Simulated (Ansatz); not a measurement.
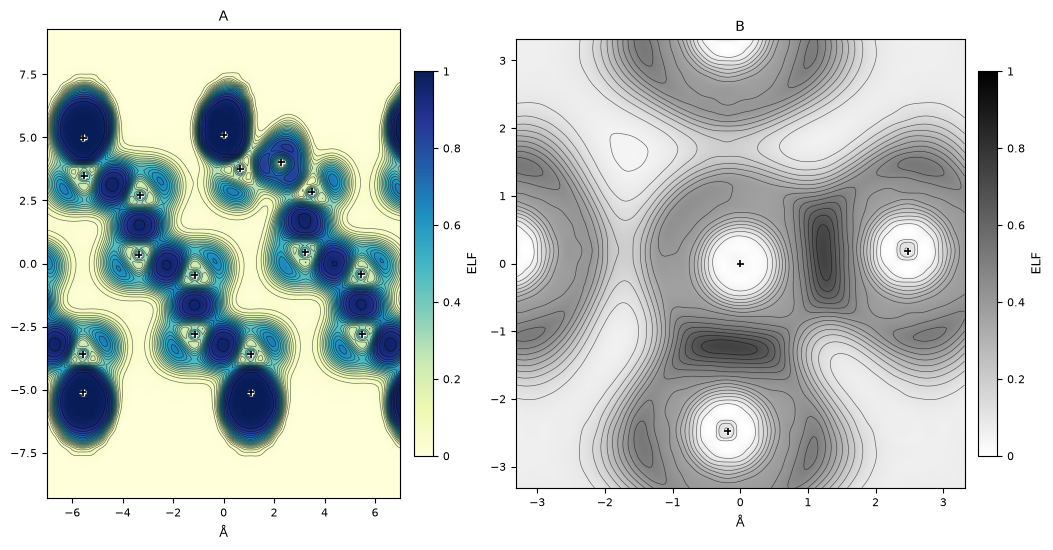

The electron localisation function of 2 systems, each on a plane through atoms (crosses mark nuclei in the plane).

The calculation used Ansatz 0.2.0, DFT PBE, scalar-relativistic, plane waves, PAW.

System 1: Si₂₄H₈O (slab), the (11̄0) plane of the calculation cell, a cut from vacuum to vacuum. 

```xyz
33
Lattice="7.6806 0.0000 0.0000 3.8403 6.6516 0.0000 0.0000 0.0000 24.0551" Properties=species:S:1:pos:R:3 pbc="T T T"
H    10.5973    6.1184   17.1905
H     2.0297    3.4623   17.0664
H     4.0133    0.0267   17.0664
H     5.7717    3.3324   17.0767
Si   11.1726    6.4505   15.8460
Si    2.0050    3.4231   15.5644
Si    3.9670    0.0248   15.5646
Si    5.8073    3.3528   15.5747
Si    2.0951    1.2097   14.9457
Si    3.9056    4.4536   14.7405
Si    5.8098    1.1554   14.7405
Si    7.7287    4.4622   14.7982
Si    1.8742    1.0821   12.5406
Si    3.8482    4.4301   12.4038
Si    5.7607    1.1177   12.4038
Si    7.6881    4.4388   12.4406
Si    3.8009    2.1945   11.6617
Si    5.7670    5.5476   11.6434
Si    7.6879    2.2207   11.6434
Si    9.6039    5.5448   11.6371
Si    3.8403    2.2172    9.2838
Si    5.7604    5.5430    9.2838
Si    7.6806    2.2172    9.2838
Si    9.6007    5.5430    9.2838
Si    0.0000    0.0000    8.5001
Si    1.9201    3.3258    8.5001
Si    3.8403    0.0000    8.5001
Si    5.7604    3.3258    8.5001
H     0.0000    0.0000    7.0000
H     1.9201    3.3258    7.0000
H     3.8403    0.0000    7.0000
H     5.7604    3.3258    7.0000
O     1.0568    0.6101   16.1145
```

System 2: Ge, the (001) plane of the conventional cell. Space group P4₃2₁2; a generated structure, not necessarily the stable one; computed pressure about 4 GPa in this cell; the program warned that the cutoff is below the recommended one.

```cif
data_structure
_symmetry_space_group_name_H-M 'P 1'
_symmetry_Int_Tables_number 1
_cell_length_a 5.9270
_cell_length_b 5.9270
_cell_length_c 6.9690
_cell_angle_alpha 90.000
_cell_angle_beta 90.000
_cell_angle_gamma 90.000
_cell_volume 244.82
loop_
_atom_site_label
_atom_site_type_symbol
_atom_site_fract_x
_atom_site_fract_y
_atom_site_fract_z
_atom_site_occupancy
Ge1 Ge 0.09100 0.09100 0.00000 1
Ge2 Ge 0.40900 0.59100 0.75000 1
Ge3 Ge 0.90900 0.90900 0.50000 1
Ge4 Ge 0.59100 0.40900 0.25000 1
Ge5 Ge 0.17300 0.37800 0.25400 1
Ge6 Ge 0.12200 0.67300 0.00400 1
Ge7 Ge 0.82700 0.62200 0.75400 1
Ge8 Ge 0.87800 0.32700 0.50400 1
Ge9 Ge 0.67300 0.12200 0.99600 1
Ge10 Ge 0.62200 0.82700 0.24600 1
Ge11 Ge 0.32700 0.87800 0.49600 1
Ge12 Ge 0.37800 0.17300 0.74600 1
```

Q: Match each panel to its system.

A: Panel A is system 1, Si₂₄H₈O: the plane holds H, Si and O. Si–H (1.50 Å): the ELF is about 1 at the midpoint (a covalent bond by its length). Panel B is system 2, Ge: the plane holds Ge. Ge–Ge (2.48 Å): the ELF peaks at about 0.75 between the atoms.
